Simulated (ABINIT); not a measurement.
## Si: single-point calculation

The run: single-point calculation of Si (Fd-3m, 2 atoms in the cell). Method and program: Kohn-Sham DFT of a periodic cell, PBE, JTH PAW PBE v2.0, no spin polarisation (ABINIT 10.8.3).

The structure derives from a Materials Project entry. The geometry was changed: biaxial strain of 0 %.

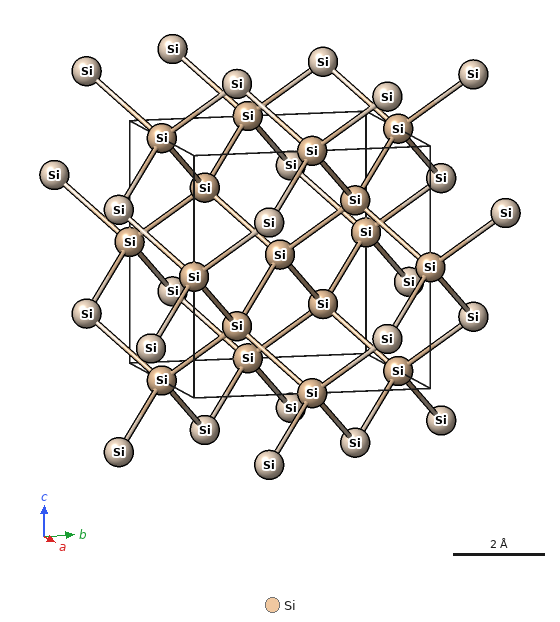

**Figure 1.** The structure as given in the input (ball-and-stick view of the cell 4 times as large as that of the calculation, set on its symmetry axes, seen slightly off an axis; neighbours outside the cell are drawn fainter). An atom can appear more than once, as a periodic image. Near neighbours in the periodic cell (some may lie outside the picture): Si has 4 Si at 2.36 Å.

**Input file**
```
pp_dirpath "./"
pseudos "Si.GGA_PBE-JTH.xml"

acell 3*1.0
rprim
     0.0000000000     5.1435532945     5.1435532945
     5.1435532945     0.0000000000     5.1435532945
     5.1435532945     5.1435532945     0.0000000000
ntypat 1
znucl 14
natom 2
typat 1 1
xcart
     5.1435532945     5.1435532945     5.1435532945
     7.7153299417     7.7153299417     7.7153299417

ecut 15.0
pawecutdg 30.0
pawxcdev 0

kptopt 1
ngkpt 8 8 8
nshiftk 1
shiftk 0.0 0.0 0.0

ixc 11

nband 8
occopt 3
tsmear 0.05 eV

nstep 100
tolvrs 1.0e-9

iomode 3
prtwf 0
prtden 0
prteig 0
prtebands 0
enunit 1
```

Hardware: 1 thread of Arm Neoverse V2, 24 GiB of memory available, shared host.

Run as:
```bash
abinit run.abi > log 2>&1
```

**The program's output**
```
.Version 10.8.3 of ABINIT
 Symmetries : space group Fd -3 m (#227); Bravais cF (face-center cubic)
================================================================================
 Values of the parameters that define the memory need of the present run
     intxc =       0    ionmov =       0      iscf =      17    lmnmax =       8
     lnmax =       4     mgfft =      27  mpssoang =       2    mqgrid =    3001
     natom =       2  nloc_mem =       2    nspden =       1   nspinor =       1
    nsppol =       1      nsym =      48    n1xccc =       1    ntypat =       1
    occopt =       3   xclevel =       2
       mpw =         775          nfft =       19683          nkpt =          29
 PAW method is used; the additional fine FFT grid is defined by:
   mgfftf=        36    nfftf =     46656
================================================================================
================================================================================

--------------------------------------------------------------------------------
------------- Echo of variables that govern the present computation ------------
--------------------------------------------------------------------------------
 -outvars: echo values of preprocessed input variables --------
            acell      1.0000000000E+00  1.0000000000E+00  1.0000000000E+00 Bohr
              amu      2.80855000E+01
             ecut      1.50000000E+01 Hartree
           enunit           1
              ixc          11
         kptrlatt        8    0    0      0    8    0      0    0    8
          kptrlen      5.81926626E+01
            natom           2
            nband           8
            ngfft          27      27      27
          ngfftdg          36      36      36
             nkpt          29
            nstep         100
             nsym          48
           ntypat           1
           occopt           3
        pawecutdg      3.00000000E+01 Hartree
         pawxcdev           0
           prtden           0
        prtebands           0
           prteig           0
            prtwf           0
            rprim      0.0000000000E+00  5.1435532945E+00  5.1435532945E+00
                       5.1435532945E+00  0.0000000000E+00  5.1435532945E+00
                       5.1435532945E+00  5.1435532945E+00  0.0000000000E+00
          spgroup         227
           tolvrs      1.00000000E-09
           tsmear      1.83746611E-03 Hartree
            typat      1  1
           useylm           1
           xangst      2.7218511847E+00  2.7218511847E+00  2.7218511847E+00
                       4.0827767770E+00  4.0827767770E+00  4.0827767770E+00
            xcart      5.1435532945E+00  5.1435532945E+00  5.1435532945E+00
                       7.7153299417E+00  7.7153299417E+00  7.7153299417E+00
             xred      5.0000000000E-01  5.0000000000E-01  5.0000000000E-01
                       7.5000000000E-01  7.5000000000E-01  7.5000000000E-01
            znucl       14.00000

================================================================================

 chkinp: Checking input parameters for consistency.

================================================================================
== DATASET  1 ==================================================================

--- !DatasetInfo
iteration_state: {dtset: 1, }
dimensions: {natom: 2, nkpt: 29, mband: 8, nsppol: 1, nspinor: 1, nspden: 1, mpw: 775, }
cutoff_energies: {ecut:  15.0, pawecutdg:  30.0, }
electrons: {nelect:   8.00000000E+00, charge:   0.00000000E+00, occopt:   3.00000000E+00, tsmear:   1.83746611E-03, }
meta: {optdriver: 0, ionmov: 0, optcell: 0, iscf: 17, paral_kgb: 0, }
...

 Exchange-correlation functional for the present dataset will be:
  GGA: Perdew-Burke-Ernzerhof functional - ixc=11
  J.P.Perdew, K.Burke, M.Ernzerhof, PRL 77, 3865 (1996)

 Real(R)+Recip(G) space primitive vectors, cartesian coordinates (Bohr,Bohr^-1):
 R(1)=  0.0000000  5.1435533  5.1435533  G(1)= -0.0972091  0.0972091  0.0972091
 R(2)=  5.1435533  0.0000000  5.1435533  G(2)=  0.0972091 -0.0972091  0.0972091
 R(3)=  5.1435533  5.1435533  0.0000000  G(3)=  0.0972091  0.0972091 -0.0972091
 Unit cell volume ucvol=  2.7215714E+02 bohr^3
 Angles (23,13,12)=  6.00000000E+01  6.00000000E+01  6.00000000E+01 degrees

 Coarse grid specifications (used for wave-functions):

 getcut: wavevector=  0.0000  0.0000  0.0000  ngfft=  27  27  27
         ecut(hartree)=     15.000   => boxcut(ratio)=   2.05317

 Fine grid specifications (used for densities):

 getcut: wavevector=  0.0000  0.0000  0.0000  ngfft=  36  36  36
         ecut(hartree)=     30.000   => boxcut(ratio)=   2.00724

--- Pseudopotential description ------------------------------------------------
- pspini: atom type   1  psp file is ./Si.GGA_PBE-JTH.xml
 Pseudopotential format is: paw10
 basis_size (lnmax)=  4 (lmn_size=  8), orbitals=   0   0   1   1
 Spheres core radius: rc_sph= 1.90944987
 Shapefunction is BESSEL type: shapef(r,l)=aa(1,l)*jl(q(1,l)*r)+aa(2,l)*jl(q(2,l)*r)
 Radius for shape functions =  1.60149249
 Compensation charge density is not taken into account in XC energy/potential

   7.57164669E+01                                ecore*ucvol(ha*bohr**3)
--------------------------------------------------------------------------------

================================================================================

--- !BeginCycle
iteration_state: {dtset: 1, }
solver: {iscf: 17, nstep: 100, nline: 4, wfoptalg: 10, }
tolerances: {tolvrs: 1.00E-09, }
...

     iter   Etot(hartree)      deltaE(h)  residm     nres2
 ETOT  1  -7.9581314287208    -7.958E+00 1.508E-01 2.172E+00
 ETOT  2  -7.9740064870168    -1.588E-02 9.970E-03 3.586E-01
 ETOT  3  -7.9729511319502     1.055E-03 6.083E-03 7.378E-03
 ETOT  4  -7.9730446259093    -9.349E-05 2.332E-04 2.056E-03
 ETOT  5  -7.9730946373266    -5.001E-05 1.737E-04 2.180E-05
 ETOT  6  -7.9730955845546    -9.472E-07 1.390E-04 1.975E-06
 ETOT  7  -7.9730958406959    -2.561E-07 9.890E-05 2.388E-07
 ETOT  8  -7.9730958796275    -3.893E-08 6.390E-05 1.205E-08
 ETOT  9  -7.9730958885140    -8.886E-09 4.155E-05 6.155E-09
 ETOT 10  -7.9730958908853    -2.371E-09 2.435E-05 9.941E-10

 At SCF step   10       nres2   =  9.94E-10 < tolvrs=  1.00E-09 =>converged.

 Cartesian components of stress tensor (hartree/bohr^3)
  sigma(1 1)= -4.24248739E-05  sigma(3 2)=  0.00000000E+00
  sigma(2 2)= -4.24248739E-05  sigma(3 1)=  0.00000000E+00
  sigma(3 3)= -4.24248739E-05  sigma(2 1)=  0.00000000E+00

--- !ResultsGS
iteration_state: {dtset: 1, }
comment   : Summary of ground state results
lattice_vectors:
- [  0.0000000,   5.1435533,   5.1435533, ]
- [  5.1435533,   0.0000000,   5.1435533, ]
- [  5.1435533,   5.1435533,   0.0000000, ]
lattice_lengths: [   7.27408,    7.27408,    7.27408, ]
lattice_angles: [ 60.000,  60.000,  60.000, ] # degrees, (23, 13, 12)
lattice_volume:   2.7215714E+02
convergence: {deltae: -2.371E-09, res2:  9.941E-10, residm:  2.435E-05, diffor: null, }
etotal    :  -7.97309589E+00
entropy   :   0.00000000E+00
fermie    :   2.03309402E-01
cartesian_stress_tensor: # hartree/bohr^3
- [ -4.24248739E-05,   0.00000000E+00,   0.00000000E+00, ]
- [  0.00000000E+00,  -4.24248739E-05,   0.00000000E+00, ]
- [  0.00000000E+00,   0.00000000E+00,  -4.24248739E-05, ]
pressure_GPa:   1.2482E+00
xred      :
- [  5.0000E-01,   5.0000E-01,   5.0000E-01, Si]
- [  7.5000E-01,   7.5000E-01,   7.5000E-01, Si]
cartesian_forces: # hartree/bohr
- [  5.23499042E-29,   5.23499042E-29,  -1.04699808E-28, ]
- [ -5.23499042E-29,  -5.23499042E-29,   1.04699808E-28, ]
force_length_stats: {min:   1.28230553E-28, max:   1.28230553E-28, mean:   1.28230553E-28, }
...

 Integrated electronic density in atomic spheres:
 ------------------------------------------------
 Atom  Sphere_radius  Integrated_density
    1        1.90945          1.54954108
    2        1.90945          1.54954108

================================================================================

 ----iterations are completed or convergence reached----

 Mean square residual over all n,k,spin=   15.860E-08; max=  24.347E-06
 reduced coordinates (array xred) for    2 atoms
       0.499999999998      0.499999999998      0.499999999998
       0.749999999998      0.749999999998      0.749999999998
 rms dE/dt=  4.9161E-28; max dE/dt=  8.0779E-28; dE/dt below (all hartree)
    1       0.000000000000      0.000000000000     -0.000000000000
    2      -0.000000000000      0.000000000000      0.000000000000

 cartesian coordinates (angstrom) at end:
    1      2.72185118465468     2.72185118465468     2.72185118465468
    2      4.08277677698864     4.08277677698864     4.08277677698864

 cartesian forces (hartree/bohr) at end:
    1      0.00000000000000     0.00000000000000    -0.00000000000000
    2     -0.00000000000000    -0.00000000000000     0.00000000000000
 frms,max,avg= 7.4033945E-29 1.0469981E-28   0.000E+00  0.000E+00  0.000E+00 h/b

 cartesian forces (eV/Angstrom) at end:
    1      0.00000000000000     0.00000000000000    -0.00000000000000
    2     -0.00000000000000    -0.00000000000000     0.00000000000000
 frms,max,avg= 3.8069785E-27 5.3838806E-27   0.000E+00  0.000E+00  0.000E+00 e/A
 length scales=  1.000000000000  1.000000000000  1.000000000000 bohr
              =  0.529177210544  0.529177210544  0.529177210544 angstroms
 Fermi (or HOMO) energy (eV) =   5.53233   Average Vxc (eV)=  -9.44786
 Eigenvalues (   eV  ) for nkpt=  29  k points:
 kpt#   1, nband=  8, wtk=  0.00195, kpt=  0.0000  0.0000  0.0000 (reduced coord)
  -6.68982    5.23407    5.23407    5.23407    7.80239    7.80239    7.80239    8.49990
 prteigrs : prtvol=0 or 1, do not print more k-points.

--- !EnergyTerms
iteration_state     : {dtset: 1, }
comment             : Components of total free energy in Hartree
kinetic             :  3.00780715808153E+00
hartree             :  5.51516117281471E-01
xc                  : -4.77275579727932E+00
Ewald energy        : -8.37832950991593E+00
psp_core            :  2.78208639725623E-01
local_psp           : -2.35115909478731E+00
PAW spherical_terms :  3.69160800484101E+00
internal            : -7.97310448205292E+00
'-kT*entropy'       : -8.60590795624649E-07
total_energy        : -7.97310534264372E+00
total_energy_eV     : -2.16959249058573E+02
...

--- !EnergyTermsDC
iteration_state     : {dtset: 1, }
comment             : '"Double-counting" decomposition of free energy'
band_energy         :  5.32218584359617E-02
Ewald energy        : -8.37832950991593E+00
psp_core            :  2.78208639725623E-01
xc_dc               : -1.92522796681994E+00
PAW spherical_terms :  1.99903194827975E+00
internal            : -7.97309503029454E+00
'-kT*entropy'       : -8.60590795624649E-07
total_energy_dc     : -7.97309589088533E+00
total_energy_dc_eV  : -2.16958991863125E+02
...

--- !EnergyTermsWithPAWCore
iteration_state     : {dtset: 1, }
comment             : 'Components of total free energy, including PAW core contributions'
Total energy        : -5.80071428542790E+02
Total energy DC     : -5.80071419091032E+02
Total energy (eV)   : -1.57845476923358E+04
Total energy DC (eV): -1.57845474351404E+04
...

 Cartesian components of stress tensor (hartree/bohr^3)
  sigma(1 1)= -4.24248739E-05  sigma(3 2)=  0.00000000E+00
  sigma(2 2)= -4.24248739E-05  sigma(3 1)=  0.00000000E+00
  sigma(3 3)= -4.24248739E-05  sigma(2 1)=  0.00000000E+00

-Cartesian components of stress tensor (GPa)         [Pressure=  1.2482E+00 GPa]
- sigma(1 1)= -1.24818288E+00  sigma(3 2)=  0.00000000E+00
- sigma(2 2)= -1.24818288E+00  sigma(3 1)=  0.00000000E+00
- sigma(3 3)= -1.24818288E+00  sigma(2 1)=  0.00000000E+00

== END DATASET(S) ==============================================================
================================================================================

 -outvars: echo values of variables after computation  --------
            acell      1.0000000000E+00  1.0000000000E+00  1.0000000000E+00 Bohr
           etotal     -7.9730958909E+00
            fcart      5.2349904220E-29  5.2349904220E-29 -1.0469980844E-28
                      -5.2349904220E-29 -5.2349904220E-29  1.0469980844E-28
            rprim      0.0000000000E+00  5.1435532945E+00  5.1435532945E+00
                       5.1435532945E+00  0.0000000000E+00  5.1435532945E+00
                       5.1435532945E+00  5.1435532945E+00  0.0000000000E+00
           strten     -4.2424873855E-05 -4.2424873855E-05 -4.2424873855E-05
                       0.0000000000E+00  0.0000000000E+00  0.0000000000E+00
           xangst      2.7218511847E+00  2.7218511847E+00  2.7218511847E+00
                       4.0827767770E+00  4.0827767770E+00  4.0827767770E+00
             xred      5.0000000000E-01  5.0000000000E-01  5.0000000000E-01
                       7.5000000000E-01  7.5000000000E-01  7.5000000000E-01
 Calculation completed.
```

**Key numbers**

- outcome: converged
- space group (tolerance 0.01 Å): Fd-3m (227)
- electrons treated: 8
- free energy: −216.9590 eV
- Fermi energy: 5.532 eV
- gap on the k-point mesh: 0.64 eV
- pressure: 1.25 GPa
- largest force (length of the vector): under 0.001 eV/Å
- wall time: 5.7 s
- peak memory: 0.08 GiB
